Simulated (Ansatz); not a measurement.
## Band-structure calculation of WS2

WS2 (Fm-3m, 3 atoms in the cell), computed with DFT, PBE, plane waves, PAW, no spin polarisation (Ansatz 0.2.0).

The structure was built on a prototype by a generator. The geometry comes from this level: r2SCAN.

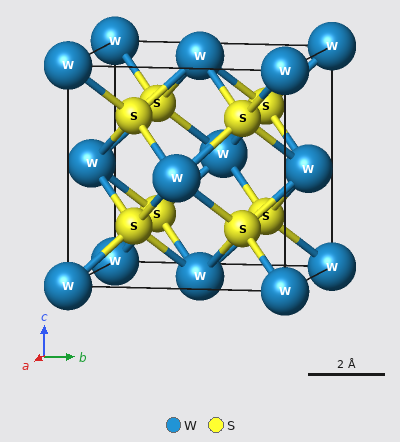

The structure (ball-and-stick view of the cell 4 times as large as that of the calculation, set on its symmetry axes, seen slightly off an axis). Near neighbours in the crystal (not all of them lie inside the picture): W has 8 S at 2.54 Å; S has 4 W at 2.54 Å.

Input:
```yaml
crystal:
  lattice:
    - [0.0, 2.9311595609, 2.9311595609]
    - [2.9311595609, 0.0, 2.9311595609]
    - [2.9311595609, 2.9311595609, 0.0]
  atoms:
    - { symbol: W, position: [0.0, 0.0, 0.0] }
    - { symbol: S, position: [0.25, 0.25, 0.25] }
    - { symbol: S, position: [0.75, 0.75, 0.75] }
kpoints:
  mp_grid: { grid: [8, 8, 8] }
  band_path:
    path:
      - [[0.0, 0.0, 0.0], [0.5, -1.955640222909e-35, 0.5], [0.625, 0.25, 0.625]]
      - [[0.375, 0.375, 0.75], [0.0, 0.0, 0.0], [0.5, 0.5, 0.5], [0.5, 0.25, 0.75], [0.5, -1.955640222909e-35, 0.5]]
    npoints: 10
hamiltonian:
  xc: pbe
scf:
  occupations: { method: fermi_dirac, width: 0.02 }
  n_extra_bands: 4
output:
  forces: true
  stress: true
  eigenvalues: true
  write_density: true
  write_potential: true
  elf: true
  volumetric_format: npy
```

Launch command:
```bash
ansatz run input.yaml --threads 2 --pin off --max-ram 2211MiB --backend cpu --events-out ev --progress --plain --runs-dir out
```

The program's output:
```
scf.n_extra_bands = 4 over 13 filled bands (N_el = 26.0): the run solves 17 bands
Engine: ansatz 0.2.0, x86_64-unknown-linux-gnu
Pseudopotentials: kind: paw
Pseudopotential: W, paw, valence charge 14, recommended cutoff 420 eV (normal), W.paw.azcp
Pseudopotential: S, paw, valence charge 6, recommended cutoff 420 eV (normal), S.paw.azcp
Functional definition: PBE
  parameter kappa = 0.804
  parameter beta = 0.06672455060314922
  exchange = pbe_x(kappa = kappa, mu = beta*pi^2/3)
  correlation = pbe_c(beta = beta)
Crystal: 3 atoms, lattice volume = 50.367 Å³
Basis set: ecut = 420 eV, 941 PW (Γ), exchange–correlation on 60×60×60 points (8 copies of the dense FFT grid, shifted against one another)
Bands: 17, of which v1, the nominal top of the filled ones, is band 13 counted from 1 (12 counted from 0)
Symmetry: 48 space group operations
Space group: Fm-3m (ITA 225), of the structure as read, at distance tolerance 3.7e-5 Å
k-points: 29 of 512
Non-local potential: W, projectors of the file, l = 0: 3, l = 1: 2, l = 2: 2, l = 3: 1
Non-local potential: S, projectors of the file, l = 0: 2, l = 1: 2, l = 2: 2
PAW form: soft (Blöchl's): semilocal exchange-correlation on the pseudo side does not see the compensation charge
PAW one-centre angular grid: W, 590 points (default); XC on 64 Gauss nodes
PAW one-centre angular grid: S, 110 points (default); XC on 64 Gauss nodes
Initial density: superposition of atomic densities (neutral atoms: chi_scale 0, normalization atom), corrected by the library's trained network
Initial wavefunctions: pseudopotential atomic-orbital guess
Functional: x = pbe(κ = 0.804, μ = 0.2195149727645171), c = pbe(β = 0.06672455060314922)
SCF iter   1: F=—  HF=-12188.869931 eV  |F-HF|=—  |Δ(HF+E_count)|=         —  Δρ=6.50e-3  dr2=1.34e-2  ethr=1.77e-3  ⟨swp⟩=6.0  Hψ=2857  notcnv=0
preconditioner: auto → LDOS  [metal: Δε(μ)=0.004 eV  Ē_g=8.301 eV  σ=0.020 eV  W_gap=0.05  n_scr=14 (ndim 8)  ℏωp=22.2 eV  f_vac=0.023  D(μ)=6.48/eV (n_scr^D=112)  β→1.0]
SCF iter   2: F=—  HF=-12188.873906 eV  |F-HF|=—  |Δ(HF+E_count)|=   3.97e-3  Δρ=1.43e-3  dr2=1.29e-3  ethr=5.14e-5  ⟨swp⟩=2.3  Hψ=1043  notcnv=0
SCF iter   3: F=—  HF=-12188.874397 eV  |F-HF|=—  |Δ(HF+E_count)|=   4.91e-4  Δρ=3.87e-4  dr2=5.89e-5  ethr=4.97e-6  ⟨swp⟩=2.1  Hψ=730  notcnv=0
SCF iter   4: F=—  HF=-12188.874397 eV  |F-HF|=—  |Δ(HF+E_count)|=   2.39e-7  Δρ=1.34e-4  dr2=1.43e-5  ethr=2.27e-7  ⟨swp⟩=2.2  Hψ=838  notcnv=0
SCF iter   5: F=—  HF=-12188.874397 eV  |F-HF|=—  |Δ(HF+E_count)|=   2.90e-7  Δρ=1.92e-5  dr2=1.97e-7  ethr=5.49e-8  ⟨swp⟩=2.2  Hψ=752  notcnv=0
SCF iter   6: F=-12188.874397 eV  HF=-12188.874397 eV  |F-HF|=1.50e-8  |Δ(HF+E_count)|=   1.20e-7  Δρ=5.11e-6  dr2=2.28e-8  ethr=3.85e-10  ⟨swp⟩=9.6  Hψ=3390  notcnv=0
SCF 1 converged in 6 iterations: F = -12188.874397 eV  dr2 = 2.28e-8
  greatest PAW one-centre occupation: 1.000 electrons in one spin orbital (limit 2), on the W atom at site 0 (counted from 0), in its partial waves of l = 0
```

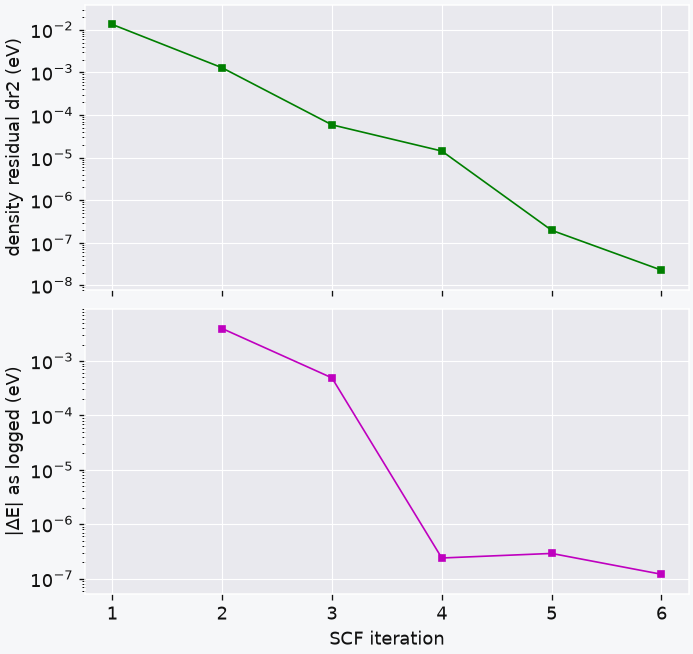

Convergence of the self-consistent field: density residual dr2 and size of the energy change against the SCF iteration. The residual falls at every step.

```
NSCF: frozen V_eff on 62 k-points
SCF converged after 6 iterations
Free energy (F): -12188.874397 eV
Harris-Foulkes:  -12188.874397 eV  (|F-HF|=1.50e-8)
Internal energy: -12188.866743 eV  (E = F + TS)
E sigma→0 (E₀):  -12188.870570 eV
Entropy (-TS):   -0.007655 eV (-2.552 meV/atom)
Fermi energy:    12.743676 eV
--- Per-component energies (eV) ---
  E_band       = -151.901983
  E_kinetic    = 665.766419
  E_local      = -1177.663302  (includes V_loc(G=0)·N_el)
  E_nonlocal   = 58.554714
  E_hartree    = 425.333013
  E_xc         = -461.243211
  E_vxc        = -414.020785  (∫ρ·V_xc dr)
  E_paw        = -9763.242187  (= ΣΔE_a)
  E_vpaw       = -135.200551  (= ΣTr[D̂ρ^β])
  E_aug_tail   = -0.000050  (compensation charges beyond the density's cutoff)
  E_ewald      = -1936.372137
  E_smearing   = -0.007655  (= −TS)
  E_closure    = 0.000000  (closes the sum)
  Σ components = -12188.874397   (vs F -12188.874397, Δ=0.00e0)
--- Forces (eV/Å), atoms counted from 1 ---
  atom   1  W      0.00000000    -0.00000000     0.00000000
  atom   2  S     -0.00000000     0.00000000    -0.00000000
  atom   3  S      0.00000000     0.00000000    -0.00000000
  max |Σ_I F_I| component: 9.25e-17 eV/Å
--- Stress (GPa, compression-positive) ---
        1.018860       0.000000      -0.000000
       -0.000000       1.018860       0.000000
       -0.000000      -0.000000       1.018860
  P = ⅓ Tr σ = 1.0189 GPa (10.189 kbar)
--- Band table (eV; the first three rows and the last of 29) ---
  k-point 0: bands = ["-61.4911", "-25.7226", "-25.7226", "-25.7226", "-3.0905", "1.7783", "6.3662", "6.3662", "6.3662", "11.7411", "11.7411", "12.0028", "12.0028", "12.0028", "17.4040", "17.4040", "17.4040"]
  k-point 1: bands = ["-61.4911", "-25.7270", "-25.7233", "-25.7233", "-2.9206", "1.4136", "6.4842", "6.4842", "6.9143", "10.8610", "10.8610", "11.3697", "12.7984", "12.7984", "15.7684", "16.8201", "16.8201"]
  k-point 2: bands = ["-61.4909", "-25.7375", "-25.7249", "-25.7249", "-2.4467", "0.6738", "6.7931", "6.7931", "8.0574", "10.0298", "10.0801", "10.0801", "13.0433", "13.0433", "14.6708", "16.7243", "16.7243"]
  k-point 28: bands = ["-61.4906", "-25.7431", "-25.7431", "-25.7333", "-0.6278", "-0.6278", "5.4277", "6.0617", "8.7194", "8.7194", "10.1366", "12.6047", "13.1443", "13.2672", "15.1146", "15.1146", "17.0062"]
```

File v_z.tsv:
```
# z_ang	v_es[eV]	v_tot[eV]
# format = ansatz-planar-average/11
# xc	pbe
# density_cutoff_ev	1680
# datasets	W=:simpson_from_first_knot:soft	S=:simpson_from_first_knot:soft
# lattice	0.000000000	2.931159561	2.931159561
# lattice	2.931159561	0.000000000	2.931159561
# lattice	2.931159561	2.931159561	0.000000000
# sites	3
# site	74	0.000000000	0.000000000	0.000000000
# site	16	1.465579780	1.465579780	1.465579780
# site	16	4.396739341	4.396739341	4.396739341
0.000000	6.288464e-1	-1.329072e1
0.138176	5.633224e-1	-1.330680e1
0.276352	4.897546e-1	-1.321634e1
0.414529	6.444780e-1	-1.279223e1
0.552705	1.208636e0	-1.189913e1
0.690881	2.204315e0	-1.052511e1
0.829057	3.491932e0	-8.805067e0
0.967233	4.868456e0	-6.948770e0
1.105409	6.157597e0	-5.140616e0
1.243586	7.273197e0	-3.525956e0
1.381762	8.284763e0	-2.083980e0
1.519938	9.344868e0	-6.257715e-1
1.658114	1.051039e1	8.886708e-1
1.796290	1.166986e1	2.282363e0
1.934467	1.256690e1	3.320782e0
2.072643	1.291315e1	3.723817e0
2.210819	1.256690e1	3.320782e0
2.348995	1.166986e1	2.282363e0
2.487171	1.051039e1	8.886708e-1
2.625348	9.344868e0	-6.257715e-1
2.763524	8.284763e0	-2.083980e0
2.901700	7.273197e0	-3.525956e0
3.039876	6.157597e0	-5.140616e0
3.178052	4.868456e0	-6.948770e0
3.316228	3.491932e0	-8.805067e0
3.454405	2.204315e0	-1.052511e1
3.592581	1.208636e0	-1.189913e1
3.730757	6.444780e-1	-1.279223e1
3.868933	4.897546e-1	-1.321634e1
4.007109	5.633224e-1	-1.330680e1
```

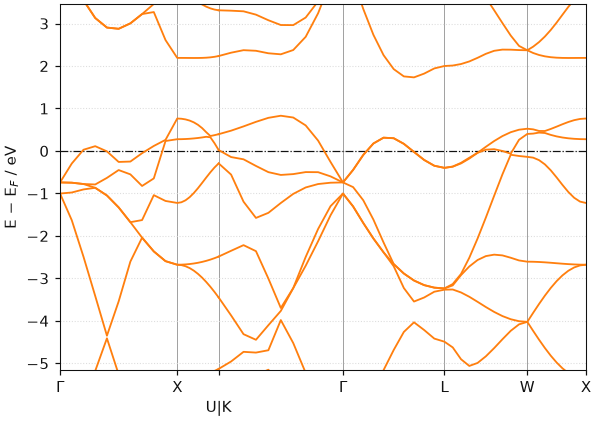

Band structure along Γ–X–U|K–Γ–L–W–X, with energies from the Fermi level. Bands cross the Fermi level: a metal at this level of theory.

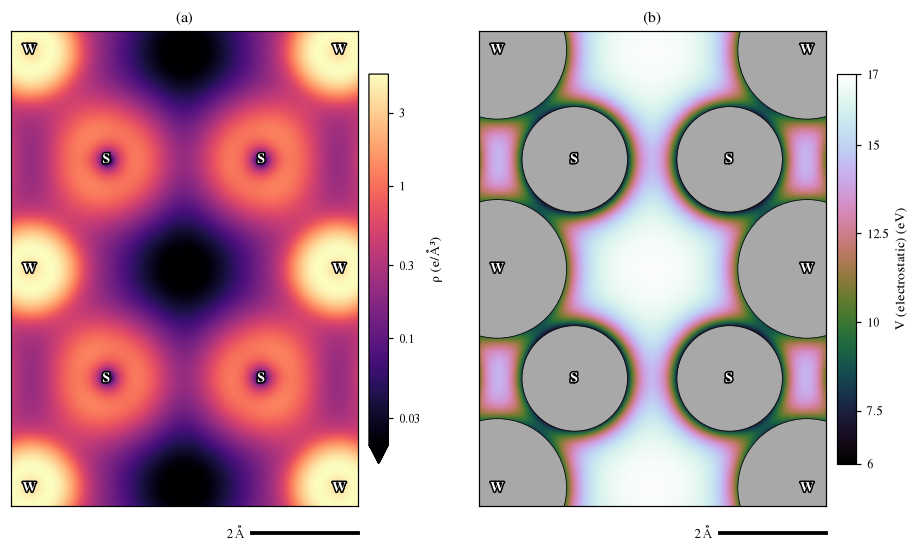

(a) valence charge density (pseudo); (b) electrostatic potential energy of an electron on the (101) plane of the conventional cell. Grey discs, where drawn, cover atomic cores. Atoms in the plane: W and S. W–S (2.54 Å): ρ at the midpoint is about 0.49 e/Å³. Away from the nuclei the density in this plane falls to 0.02 e/Å³ at its lowest. Outside the cores the potential energy rises away from the atoms and is highest about 2.5 Å from the nearest atoms; outside the discs it spans about 10 eV, and its zero is arbitrary. Core electrons are frozen (PAW), so the fields are smoothed inside the atomic spheres.

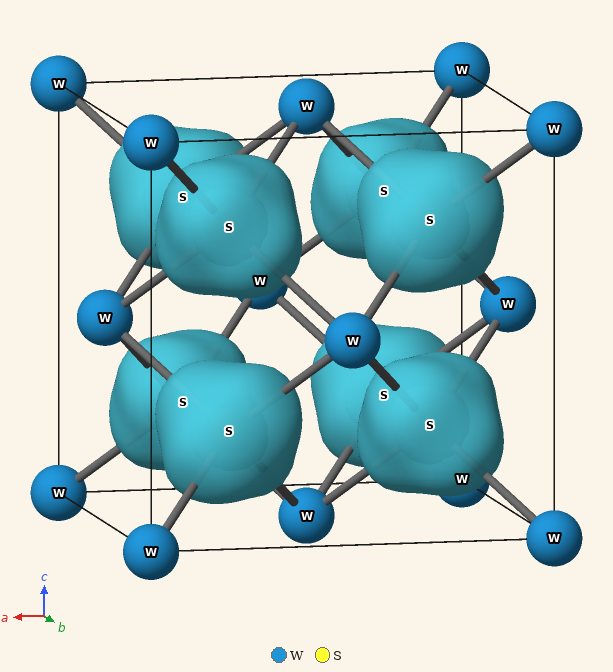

Isosurface of the electron localisation function at 0.7 (cyan), seen at an oblique angle. Core shells and regions of very low density are left out. Sticks mark near contacts. The outline is the cell set on symmetry axes. Values along the shortest contacts: W–S (2.54 Å): the ELF is about 0.45 at the midpoint.

Summary:

```json
{"quantity": "outcome", "value": "converged"}
{"quantity": "space group (tolerance 0.01 Å)", "value": "Fm-3m (225)"}
{"quantity": "electrons treated", "value": "26"}
{"quantity": "free energy", "value": "−12188.8744 eV"}
{"quantity": "Fermi energy", "value": "12.744 eV"}
{"quantity": "band gap", "value": "none (metallic)"}
{"quantity": "pressure", "value": "1.02 GPa"}
{"quantity": "largest force (length of the vector)", "value": "under 0.001 eV/Å"}
{"quantity": "hardware", "value": "2 threads of Intel Xeon (Granite Rapids), 192 GiB of memory available, shared host"}
{"quantity": "wall time", "value": "1.2 s (CPU time 1.9 s)"}
{"quantity": "peak memory", "value": "0.38 GiB"}
```

Notes:

Spin–orbit coupling is left out, which matters for W.
